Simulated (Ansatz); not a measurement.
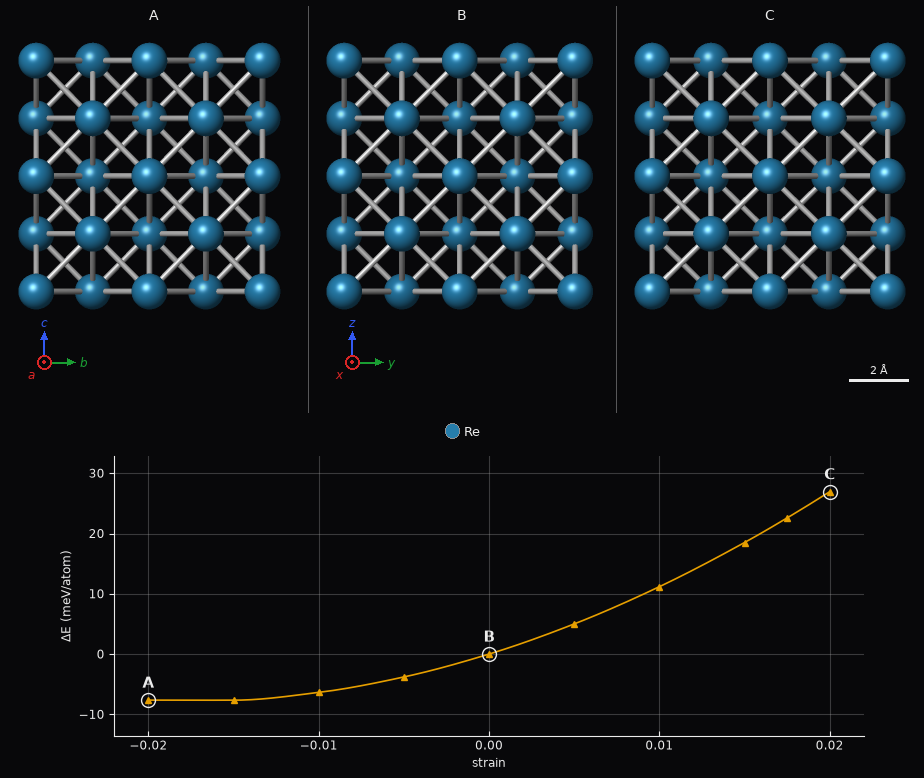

Crystalline Re (Fm-3m): the cell is strained along y alone, with the atoms kept at their fractional coordinates. x, y and z are the Cartesian axes of the input. The lettered frames are marked on the plot. A ball-and-stick model of the conventional cell (4 times the calculation's cell), repeated 2 × 2 × 2 with one cell outlined, seen along the a axis. Lengths and directions refer to the drawn axes.

Method: DFT PBE, scalar-relativistic, plane waves, PAW (Ansatz 0.2.0). Set-up: plane-wave cutoff 420 eV; k-point mesh 20 × 20 × 20; occupations gaussian; smearing width 0.15 eV; no spin polarisation. Energies (free energies at the smearing named) are counted from the cell as listed in its source, which wasn't relaxed.

### What does the scan show?

The lowest computed point lies at the strain −0.015 (−7.7 meV/atom). The unrelaxed reference is under a pressure of −9.2 GPa, which tilts the curve. The distortion takes the space group from Fm-3m to I4/mmm. At the strain −0.02 the cell of the drawing goes b 3.950 → 3.871 Å.
